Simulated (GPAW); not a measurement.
PbS (space group Fm-3m, No. 225): an entry of the Crystallography Open Database, as set up for an electronic-structure calculation.

```xyz
8
Lattice="5.9315 0.0000 0.0000 0.0000 5.9315 0.0000 0.0000 0.0000 5.9315" Properties=species:S:1:pos:R:3 pbc="T T T"
Pb    0.0000    0.0000    0.0000
S     2.9657    0.0000    0.0000
Pb    0.0000    2.9657    2.9657
S     2.9657    2.9657    2.9657
Pb    2.9657    0.0000    2.9657
S     0.0000    0.0000    2.9657
Pb    2.9657    2.9657    0.0000
S     0.0000    2.9657    0.0000
```

Bonds are taken as Pb–S below 3.3 Å. Simplification: prune 0- and 1-connected atoms, fold 2-connected ones into links.

What net does this leave?

The result is a uninodal 6-connected, three-periodic net: Pb and S are 6-connected nodes. It is the pcu net, known from NaCl, ReO3 and the B-X framework of perovskite. It is a single net, without interpenetration.

```json
{"node": "Pb and S", "links": "6", "point symbol": "4^12.6^3", "coordination sequence": "6 18 38 66 102 146 198 258"}
```

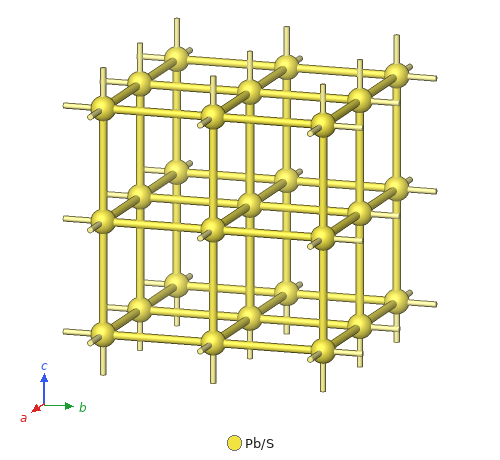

Nodes are coloured by topological kind. Short stubs are edges that leave the cut-out.
